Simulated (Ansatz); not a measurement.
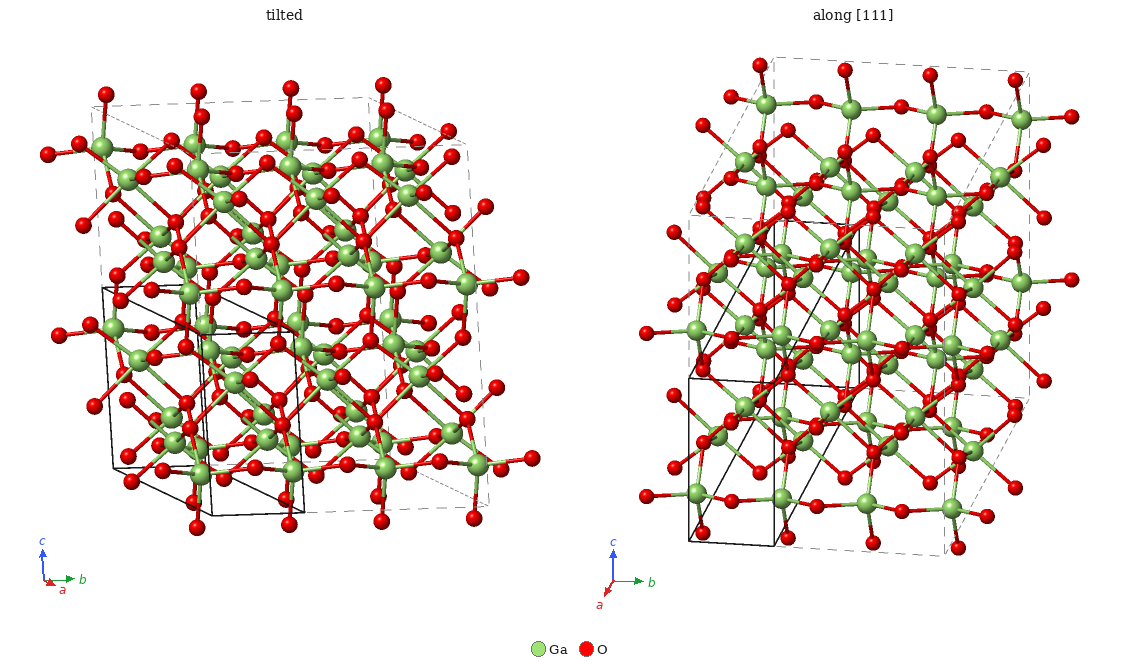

A ball-and-stick picture of a crystal structure, seen slightly off an axis and along [111]. Shown are 1×3×2 repeats of the conventional unit cell, one of them outlined in solid lines. Some neighbours outside the box are added.

Formula: Ga2O3. Symmetry: C2/m (No. 12), base-centred monoclinic lattice. One cell contains 8 Ga, 12 O, 20 atoms in all. Ga takes two kinds of site: 4i with six O in a distorted octahedral arrangement; 4i with four O in a distorted tetrahedral arrangement. O takes three kinds of site: 4i with three Ga in a distorted trigonal planar arrangement; 4i with four Ga in a distorted tetrahedral arrangement; 4i with three Ga. The bonds build a three-dimensional framework.

Starting structure: a structure listed in the Materials Project. It is drawn as it came out of a relaxation with DFT PBEsol, scalar-relativistic, plane waves, PAW (Ansatz).
